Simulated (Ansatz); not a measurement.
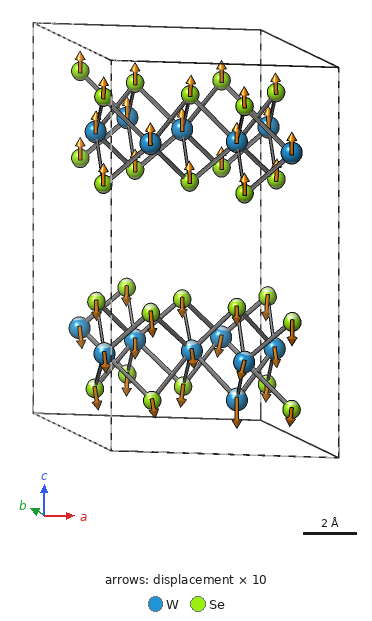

A relaxation of a defect cell of composition W₅Se₉ (cell charge +1). The starting structure is drawn faded, the final one solid; orange arrows show the displacements, magnified 10 times.

A ball-and-stick model of the cell of the calculation, seen slightly off an axis.

Case: W on a Se site (f), charge +1, atoms relaxed at the host's cell.

Method: Ansatz 0.2.0, DFT PBE, scalar-relativistic, plane waves, PAW. Settings: plane-wave cutoff 420 eV; k-point mesh 2 × 2 × 2; occupations gaussian; smearing width 0.01 eV; collinear spin; atoms relaxed in a fixed cell; force threshold 0.025 eV/Å; at most 45 steps.

What happened in the run?

Answer. The atom that moves furthest is a W atom (0.12 Å along −c). Largest moves by element: W 0.12 Å, Se 0.11 Å. The cell stays as it was. Among the contacts that change: W–W 2.533 → 2.560 Å, Se–W 2.595 → 2.584 Å, Se–W 2.556 → 2.550 Å, Se–W 2.573 → 2.579 Å. The energy falls by 38.2 meV per cell of the calculation in 3 accepted moves (5 points after the start). Largest force component: 0.55 eV/Å at the start, 0.0023 eV/Å at the end. The line search rejected the trial steps at points 1, 4 of the run. The run took 7.4 min on 4 threads of Oxide Virtual Turin-like Processor (Zen 5), on a shared host, peak memory 6.9 GiB.

Limits of the set-up: the cell is charged, on a uniform background, and energies carry no finite-size correction.
